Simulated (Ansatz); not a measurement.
C25H3: geometry relaxation (part 2 of 3)

The same run, continued: C25H3 (slab, 28 atoms in the cell); DFT PBE+D3(BJ), scalar-relativistic, plane waves, PAW, no spin polarisation (Ansatz 0.2.0); cutoff 420 eV, 6×6×1 k-mesh, Gaussian smearing of 0.1 eV. The structure derives from an entry of the Crystallography Open Database. The input holds or restrains some coordinates. Forces given for the steps count only the free coordinates. It belongs to a series of runs on one base structure; here: CH3 put at a hollow C-C site.

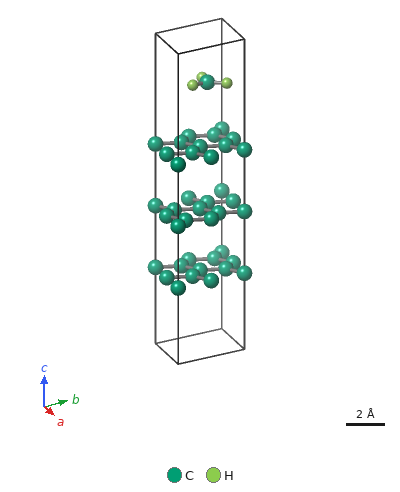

Figure 1. The geometry at step 20 of the log (ball-and-stick view of the cell of the calculation, with the vacuum cut short, seen slightly off an axis).

**Log, continued**
```
SCF iter   1: F=—  HF=-6322.503895 eV  |F-HF|=—  |Δ(HF+E_count)|=         —  Δρ=1.13e-3  dr2=5.04e-3  ethr=7.95e-5  p=-0.064 e·Å  D=-2.10e-2 V/Å  ΔV_dip=0.55 eV  dr2_dipole=3.23e-4  V_vac-E_F(+/−)=4.82/4.27 eV  ⟨swp⟩=2.0  Hψ=1144  notcnv=0  defer=128
efield: sawtooth ramp at fractional position 0.9628 (handed on by an earlier solve), width 0.0400; the density the first Hamiltonian is built on has a dipole p = -0.064 e·Å; the dipole correction subtracts the counter field D = -2.10e-2 V/Å, which shifts the + side's vacuum level by +0.55 eV against the − side's; the planar-averaged density in the ramp window peaks in size at 2.8e-6 e/Å³
preconditioner: auto → LDOS  [metal: Δε(μ)=0.017 eV  Ē_g=14.770 eV  σ=0.100 eV  W_gap=0.09  n_scr=94 (ndim 8)  ℏωp=16.1 eV  f_vac=0.537  D(μ)=11.10/eV (n_scr^D=80)  β→1.0]
SCF iter   2: F=—  HF=-6322.502878 eV  |F-HF|=—  |Δ(HF+E_count)|=   1.02e-3  Δρ=4.77e-4  dr2=2.41e-3  ethr=4.89e-6  p=-0.064 e·Å  D=-2.10e-2 V/Å  ΔV_dip=0.55 eV  dr2_dipole=4.89e-4  V_vac-E_F(+/−)=4.82/4.27 eV  ⟨swp⟩=2.0  Hψ=1098  notcnv=0  defer=139
SCF iter   3: F=—  HF=-6322.502425 eV  |F-HF|=—  |Δ(HF+E_count)|=   4.53e-4  Δρ=6.06e-5  dr2=1.21e-5  ethr=2.34e-6  p=-0.064 e·Å  D=-2.10e-2 V/Å  ΔV_dip=0.55 eV  dr2_dipole=3.48e-11  V_vac-E_F(+/−)=4.82/4.27 eV  ⟨swp⟩=2.0  Hψ=748  notcnv=0  defer=139
SCF iter   4: F=—  HF=-6322.502330 eV  |F-HF|=—  |Δ(HF+E_count)|=   9.47e-5  Δρ=1.80e-5  dr2=3.53e-6  ethr=1.18e-8  p=-0.064 e·Å  D=-2.09e-2 V/Å  ΔV_dip=0.55 eV  dr2_dipole=1.19e-7  V_vac-E_F(+/−)=4.82/4.27 eV  ⟨swp⟩=2.0  Hψ=896  notcnv=0  defer=139
SCF iter   5: F=—  HF=-6322.502330 eV  |F-HF|=—  |Δ(HF+E_count)|=   4.08e-7  Δρ=8.33e-6  dr2=3.84e-7  ethr=3.43e-9  p=-0.064 e·Å  D=-2.10e-2 V/Å  ΔV_dip=0.55 eV  dr2_dipole=1.91e-8  V_vac-E_F(+/−)=4.82/4.27 eV  ⟨swp⟩=2.0  Hψ=748  notcnv=0  defer=139
SCF iter   6: F=—  HF=-6322.502331 eV  |F-HF|=—  |Δ(HF+E_count)|=   6.21e-7  Δρ=7.24e-6  dr2=3.58e-7  ethr=9.71e-11  p=-0.064 e·Å  D=-2.10e-2 V/Å  ΔV_dip=0.55 eV  dr2_dipole=1.51e-8  V_vac-E_F(+/−)=4.82/4.27 eV  ⟨swp⟩=17.1  Hψ=5090  notcnv=0
SCF iter   7: F=—  HF=-6322.502331 eV  |F-HF|=—  |Δ(HF+E_count)|=   8.85e-8  Δρ=5.87e-6  dr2=2.68e-7  ethr=3.48e-10  p=-0.064 e·Å  D=-2.10e-2 V/Å  ΔV_dip=0.55 eV  dr2_dipole=2.54e-8  V_vac-E_F(+/−)=4.82/4.27 eV  ⟨swp⟩=2.4  Hψ=806  notcnv=0
SCF iter   8: F=—  HF=-6322.502331 eV  |F-HF|=—  |Δ(HF+E_count)|=   1.60e-7  Δρ=4.47e-6  dr2=2.10e-7  ethr=2.60e-10  p=-0.064 e·Å  D=-2.10e-2 V/Å  ΔV_dip=0.55 eV  dr2_dipole=3.84e-8  V_vac-E_F(+/−)=4.82/4.27 eV  ⟨swp⟩=2.0  Hψ=779  notcnv=0
SCF iter   9: F=-6322.502331 eV  HF=-6322.502331 eV  |F-HF|=1.42e-7  |Δ(HF+E_count)|=   1.11e-7  Δρ=1.85e-6  dr2=3.79e-8  ethr=9.71e-11  p=-0.064 e·Å  D=-2.10e-2 V/Å  ΔV_dip=0.55 eV  dr2_dipole=5.48e-9  V_vac-E_F(+/−)=4.82/4.27 eV  ⟨swp⟩=11.1  Hψ=4426  notcnv=0
SCF 20 converged in 9 iterations: F = -6322.502331 eV  dr2 = 3.79e-8
relax step  20: F+E_penalty+E_count = -6322.50233150 eV  Δ(F+E_penalty+E_count) = -5.796e-5 eV  max|allowed force component| = 1.933e-2 eV/Å  Δτ_max = 0.0099 Å  (9 SCF iters, accepted)
```

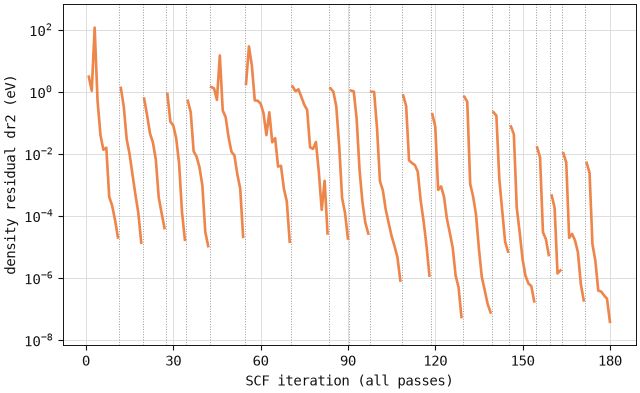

Figure 2. Convergence of the self-consistent field: density residual dr2 against the SCF iteration. The dotted lines part the SCF passes of the relaxation: geometry steps, rejected trials and re-solves on a re-selected basis. The 20 passes take 4 to 16 iterations each, 180 in all.

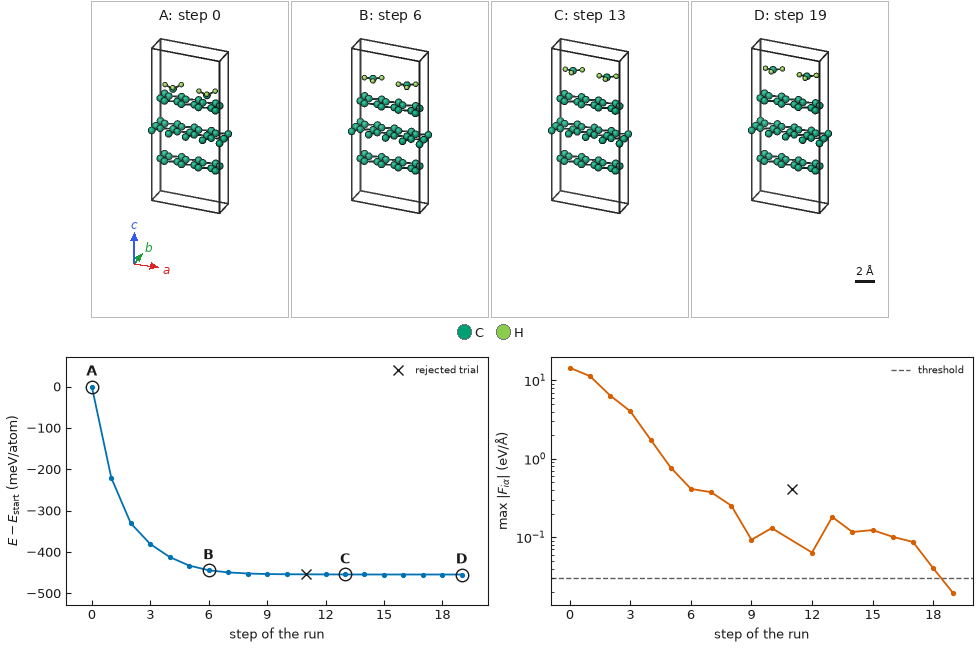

Figure 3. Frames of the restrained relaxation (ball-and-stick view of the 2 × 1 repeat of the cell, with the vacuum cut short (origin shifted), seen slightly off an axis) above the curves, on which the letters mark them (the first geometry is step 0 here and step 1 in the log).

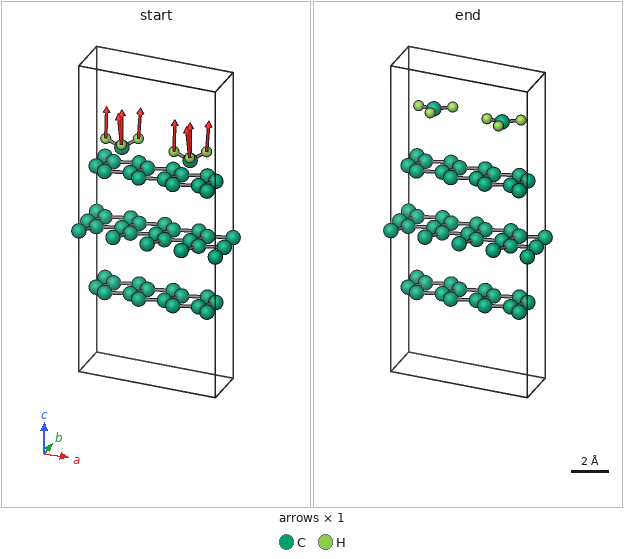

Figure 4. Before (left) and after (right) the restrained relaxation, at one scale (ball-and-stick view of the 2 × 1 repeat of the cell, with the vacuum cut short (origin shifted), seen slightly off an axis). The red arrows give the displacements, at true length. After 19 geometry steps the energy has fallen by 454 meV per atom. The largest force component goes from 14 to 0.019 eV/Å. The line search rejected the trial step at point 11 (counted from 0) and went back. The largest move is that of C25, 2.14 Å. Largest moves by element: C 2.14 Å, H 1.80 Å. The lattice vectors keep their values. Among the contacts that change: C25–H26 1.090 → 1.086 Å. Among the angles that change: H26–C25–H27 108.9° → 120.0°. (Atoms are counted from 1 in the order of the input.)

```
WARN: The output density's exchange-correlation potential varies sharply where the density is thin. Do not read a vacuum level from v_tot or v_xc, or from such a field of the output density. On a cell that repeats whose density bears no net charge and no dipole along the vacuum's axis use v_es (v_loc + v_h of the components); under efield.dipole_correction with no amplitude use v_es + v_field, which holds any external_charges[].barrier, or the levels of the report's work_function block, which leave it out; under a non-zero efield.amplitude the vacuum is tilted and has no level; on a cell that repeats and bears such a dipole with no correction it is tilted too, and efield.dipole_correction with no amplitude gives each side of its ramp a level where efield: is served; in a cell that repeats whose density bears a net charge (total_charge, or a fill off its count) it is curved and has none; of a slab under crystal.periodic whose density bears no net charge use v_es, which has a level on each side, short of where the two are joined; of another it falls or rises all the way out and has none; of a slab beside external_charges read slab_vacuum_level instead, which it has where they leave it neutral. The grid or the basis barely resolves most such structure, and the values can differ between equally converged runs; as a rule a tighter scf.convergence.dr2_threshold does not remove it. Where the density itself ripples (under the LDA too) a higher basis.ecutwfc lessens it. The files hold the spikes' plane waves up to the density's cutoff. Files: v_tot_of_output_density and the like, and their columns of v_z.tsv (output.write_potential); v_xc_of_output_density and the like, and their columns of v_comp_z.tsv (output.write_potential_components). Measured: with its Gaussian average of σ = 0.25 Å subtracted twice, the exchange-correlation potential is over 0.1 eV at 1162 of the grid points where the equally averaged density (valence and model cores) is under 1e-3 e/Å³, and 1.03 eV at the most among them, at an averaged density of 1.0e-3 e/Å³. The input density's (outcome.potential() and, of a run that writes arrays, v_tot and v_xc) is over 0.1 eV, so measured, at 1534 points of its own thin density, 1.03 eV at the most. See output.write_potential in the manual, Limitations
SCF converged after 9 iterations
Free energy (F): -6322.502331 eV
Harris-Foulkes:  -6322.502331 eV  (|F-HF|=1.42e-7)
Internal energy: -6322.446851 eV  (E = F + TS)
E sigma→0 (E₀):  -6322.474591 eV
Entropy (-TS):   -0.055480 eV (-1.981 meV/atom)
Fermi energy:    0.214138 eV
Dipole field:    D = -0.020940 V/Å  (p = -0.063599 e·Å, saw-weighted, corrected)
Work function:   Φ+ = 4.8208 eV   Φ− = 4.2742 eV
Levels:          The Fermi level and band energies are counted from a zero that moves with the ramp; work functions are not
--- Per-component energies (eV) ---
  E_band       = -901.308728
  E_kinetic    = 2310.775319
  E_local      = -71563.566551  (includes V_loc(G=0)·N_el)
  E_nonlocal   = 687.750860
  E_hartree    = 34677.132619
  E_xc         = -1225.171355
  E_vxc        = -1517.966236  (∫ρ·V_xc dr)
  E_paw        = -2485.114887  (= ΣΔE_a)
  E_vpaw       = -171.944818  (= ΣTr[D̂ρ^β])
  E_aug_tail   = -0.003816  (compensation charges beyond the density's cutoff)
  E_efield     = 0.000666  (sawtooth field / dipole correction)
  E_vefield    = -0.591480  (∫n·V_field dr)
  E_ewald      = 31279.090911
  E_disp       = -3.340616  (pairwise vdW)
  E_smearing   = -0.055480  (= −TS)
  E_closure    = -0.000000  (closes the sum)
  Σ components = -6322.502331   (vs F -6322.502331, Δ=0.00e0)
--- Forces (eV/Å), atoms counted from 1 ---
  atom   1  C     -0.00000000    -0.00000000     0.00963224
  atom   2  C      0.00000387     0.00000246     0.00970358
  atom   3  C      0.00000019    -0.00000459     0.00970358
  atom   4  C     -0.00000407     0.00000212     0.00970358
  atom   5  C      0.00000009    -0.00002067    -0.00936051
  atom   6  C     -0.00001794     0.00001026    -0.00936051
  atom   7  C      0.00000000     0.00000000    -0.00932094
  atom   8  C      0.00001785     0.00001041    -0.00936051
  atom   9  C     -0.00000000     0.00000000     0.00032644
  atom  10  C      0.00228392     0.00137247    -0.00038518
  atom  11  C      0.00004664    -0.00266416    -0.00038518
  atom  12  C     -0.00233055     0.00129169    -0.00038518
  atom  13  C      0.00151832     0.00084081    -0.00000768
  atom  14  C     -0.00000000    -0.00000000    -0.00059538
  atom  15  C     -0.00148732     0.00089450    -0.00000768
  atom  16  C     -0.00003100    -0.00173531    -0.00000768
  atom  17  C     -0.00000000    -0.00000000     0.00006879
  atom  18  C      0.01898749     0.00576678    -0.00159679
  atom  19  C     -0.00449957    -0.01932704    -0.00159679
  atom  20  C     -0.01448792     0.01356026    -0.00159679
  atom  21  C     -0.00504050     0.00203392    -0.00053529
  atom  22  C      0.00428168     0.00334824    -0.00053529
  atom  23  C      0.00000000     0.00000000     0.00344512
  atom  24  C      0.00075882    -0.00538216    -0.00053529
  atom  25  C      0.00000000    -0.00000000     0.00248824
  atom  26  H     -0.00553962     0.00885189     0.00012197
  atom  27  H     -0.00489615    -0.00922340     0.00012197
  atom  28  H      0.01043577     0.00037151     0.00012197
  max |Σ_I F_I| component: 1.35e-4 eV/Å
--- Band table (eV; the first three rows and the last of 8) ---
  k-point 0: bands = ["-19.3896", "-19.2894", "-19.1867", "-14.0858", "-14.0851", "-14.0851", "-14.0448", "-14.0420", "-14.0420", "-14.0059", "-14.0025", "-14.0025", "-13.0388", "-13.0388", "-13.0385", "-13.0098", "-13.0098", "-13.0073", "-12.9745", "-12.9745", "-12.9715", "-11.9893", "-8.0232", "-7.3948", "-6.6973", "-6.2136", "-6.2136", "-6.2136", "-6.1890", "-6.1890", "-6.1889", "-6.1654", "-6.1654", "-6.1652", "-5.4626", "-5.4626", "-2.8170", "-2.8170", "-2.7964", "-2.7964", "-2.7836", "-2.7836", "-2.4055", "-2.4013", "-2.4013", "-2.1326", "-2.1236", "-2.1236", "-1.9282", "-1.9226", "-1.9226", "0.0440", "1.7394", "1.7394", "1.7498", "1.8973", "1.8973", "1.9281", "2.2122", "2.2122", "2.2282", "3.4624", "3.8003", "4.7717", "5.3114", "5.5257", "6.6091", "7.2249", "7.4919", "7.4919", "7.4943", "7.6220", "7.6220", "7.6284", "7.7565", "7.7565", "7.7608", "7.8031", "7.8031", "8.4061"]
  k-point 1: bands = ["-19.2246", "-19.1254", "-19.0237", "-15.3834", "-15.3078", "-15.2300", "-14.5072", "-14.5069", "-14.4408", "-14.4396", "-14.3723", "-14.3713", "-12.3984", "-12.3982", "-12.3445", "-12.3441", "-12.2872", "-12.2869", "-11.9740", "-11.5566", "-11.5012", "-11.4437", "-7.8239", "-7.2002", "-6.7009", "-6.7009", "-6.6735", "-6.6733", "-6.6456", "-6.6454", "-6.5074", "-6.0504", "-6.0259", "-6.0025", "-5.5255", "-5.4789", "-3.4712", "-3.4497", "-3.4327", "-3.4308", "-3.1575", "-3.1364", "-3.1210", "-2.9728", "-2.5998", "-2.5956", "-2.5074", "-2.2391", "-2.2301", "-1.9109", "-1.9058", "0.1098", "1.9594", "1.9659", "2.1758", "2.1895", "2.4997", "2.5060", "2.6972", "2.9990", "3.3715", "3.7468", "4.0239", "4.9865", "5.5255", "5.7151", "6.8216", "7.1555", "7.3607", "7.5827", "7.7095", "7.8336", "8.0517", "8.2251", "8.2274", "8.3628", "8.3640", "8.5009", "8.5019", "8.5559"]
  k-point 2: bands = ["-18.7313", "-18.6350", "-18.5364", "-16.7894", "-16.7047", "-16.6177", "-14.9300", "-14.9297", "-14.8576", "-14.8567", "-14.7826", "-14.7819", "-11.9450", "-11.2242", "-11.2239", "-11.1743", "-11.1731", "-11.1217", "-11.1206", "-9.4451", "-9.3990", "-9.3507", "-7.8519", "-7.8519", "-7.8187", "-7.8185", "-7.7839", "-7.7836", "-7.2305", "-6.6234", "-5.9521", "-5.6423", "-5.5752", "-5.5515", "-5.5297", "-5.5097", "-5.1179", "-5.0913", "-5.0647", "-4.9401", "-4.3910", "-3.9540", "-3.9319", "-3.9129", "-3.8017", "-2.8763", "-2.8705", "-2.4309", "-2.4177", "-1.9692", "-1.9613", "0.2120", "2.5047", "2.5072", "2.7467", "2.7515", "3.0157", "3.0181", "4.4701", "4.6907", "4.8465", "5.1329", "5.4574", "5.6107", "6.1093", "6.2370", "6.3806", "7.2919", "7.4382", "7.6465", "7.8375", "7.9508", "8.0239", "8.2792", "8.5162", "8.5929", "8.6387", "8.6704", "8.7052", "8.7925"]
  k-point 7: bands = ["-17.4316", "-17.4313", "-17.4302", "-17.3442", "-17.3432", "-17.3402", "-17.2529", "-17.2523", "-17.2499", "-12.4295", "-12.3789", "-12.3651", "-12.3606", "-12.3468", "-12.2993", "-11.9213", "-10.3476", "-10.3290", "-10.3142", "-7.5561", "-7.5561", "-7.5560", "-7.5326", "-7.5310", "-7.5306", "-7.5098", "-7.5069", "-7.5056", "-6.2030", "-6.2030", "-6.2029", "-6.1815", "-6.1810", "-6.1807", "-6.1630", "-6.1609", "-6.1606", "-5.7555", "-5.7524", "-5.6803", "-5.5963", "-5.5944", "-5.1084", "-5.0775", "-5.0767", "-4.4790", "-4.4664", "-4.4659", "-0.2143", "0.2120", "0.2122", "0.2291", "0.2470", "0.2715", "0.6961", "5.7524", "5.7616", "6.4250", "6.4278", "6.4292", "6.4435", "6.4445", "6.4466", "6.6064", "6.6065", "6.6077", "6.7644", "6.7652", "6.7671", "7.0390", "7.0626", "7.0662", "7.4933", "7.7422", "7.7429", "7.9628", "7.9655", "8.0755", "8.0914", "9.0017"]
--- Relaxed structure (20 steps of the walk, 19 accepted, 0 SCFs on fresh bases) ---
  F+E_penalty+E_count = -6322.50233150 eV   max|allowed force component| = 1.933e-2 eV/Å
  atoms:
    - { symbol: C, position: [4.873746909004475e-18, -1.9825411153328258e-17, 0.3255303829000001] }
    - { symbol: C, position: [2.7755575615628914e-17, 0.49999999999999994, 0.3255303829000001] }
    - { symbol: C, position: [0.5, -1.9825411153328258e-17, 0.3255303829000001] }
    - { symbol: C, position: [0.5, 0.5, 0.3255303829000001] }
    - { symbol: C, position: [0.1666666666666667, 0.33333333333333337, 0.3255303739] }
    - { symbol: C, position: [0.16666666666666669, 0.8333333333333334, 0.3255303739] }
    - { symbol: C, position: [0.6666666666666667, 0.33333333333333337, 0.3255303739] }
    - { symbol: C, position: [0.6666666666666667, 0.8333333333333335, 0.3255303739] }
    - { symbol: C, position: [5.0711334953327466e-18, -1.9825411153328258e-17, 0.45506710392794425] }
    - { symbol: C, position: [-9.66118411599437e-6, 0.49999469971087773, 0.4550747426365123] }
    - { symbol: C, position: [0.5000043608949937, 9.661184115904414e-6, 0.4550747426365123] }
    - { symbol: C, position: [0.5000053002891223, 0.49999563910500633, 0.4550747426365123] }
    - { symbol: C, position: [0.33332663821336267, 0.16666370163884817, 0.4550708665144706] }
    - { symbol: C, position: [0.3333333333333334, 0.6666666666666667, 0.4550749665670601] }
    - { symbol: C, position: [0.8333362983611521, 0.16666293657451445, 0.4550708665144706] }
    - { symbol: C, position: [0.8333370634254853, 0.6666733617866373, 0.4550708665144706] }
    - { symbol: C, position: [5.213015114082847e-18, -1.9825411153328252e-17, 0.584462236085428] }
    - { symbol: C, position: [-5.705449105425364e-5, 0.49997734308360897, 0.5845293236093939] }
    - { symbol: C, position: [0.5000343975746633, 5.70544910541856e-5, 0.5845293236093939] }
    - { symbol: C, position: [0.5000226569163908, 0.49996560242533683, 0.5845293236093939] }
    - { symbol: C, position: [0.16667478133242875, 0.3333253090428263, 0.5845507257410822] }
    - { symbol: C, position: [0.16665052771039762, 0.8333252186675713, 0.5845507257410822] }
    - { symbol: C, position: [0.6666666666666667, 0.33333333333333337, 0.5844764097538752] }
    - { symbol: C, position: [0.6666746909571735, 0.8333494722896022, 0.5845507257410822] }
    - { symbol: C, position: [0.3333333333333334, 0.6666666666666667, 0.707827115246138] }
    - { symbol: H, position: [0.3356511472588498, 0.44761685465413803, 0.7084534424732885] }
    - { symbol: H, position: [0.552383145345862, 0.8880342926047118, 0.7084534424732885] }
    - { symbol: H, position: [0.1119657073952883, 0.6643488527411503, 0.7084534424732885] }
```
